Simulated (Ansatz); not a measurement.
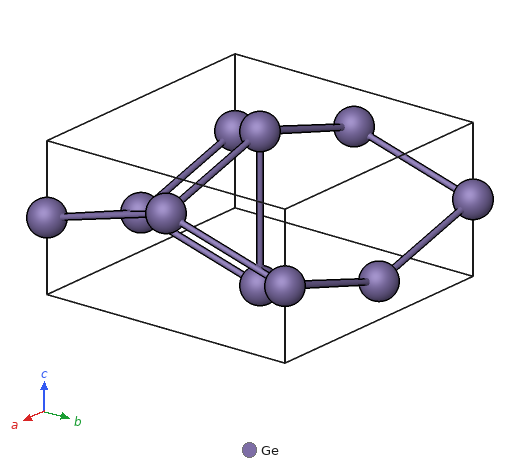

Ge, space group I4_1/amd:1 (No. 141), a = 5.084 Å, b = 5.084 Å, c = 2.771 Å, α = 90.00°, β = 90.00°, γ = 90.00°

| site | Wyckoff | x | y | z |
| --- | --- | --- | --- | --- |
| Ge | 4b | 0.0000 | 0.5000 | 0.7500 |

Origin: coordinates from a relaxation with DFT LDA, scalar-relativistic, plane waves, PAW (Ansatz).

Q: How is the cell volume shared among the sites in a plain Voronoi partition?

A:
| site | faces above 1 % of the sphere | volume (Å³) | solid angle by neighbour (%) |
| --- | --- | --- | --- |
| Ge | 10 | 17.91 | Ge 100 |

Weighted by multiplicity the volumes add up to the cell volume, 71.6 Å³.

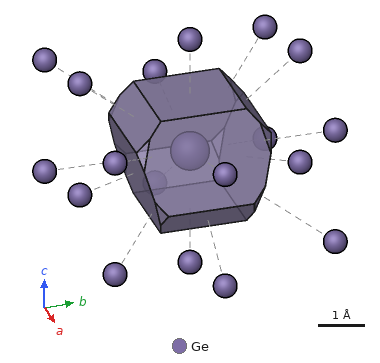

The computed Voronoi cell of Ge, with the neighbours that bound it.
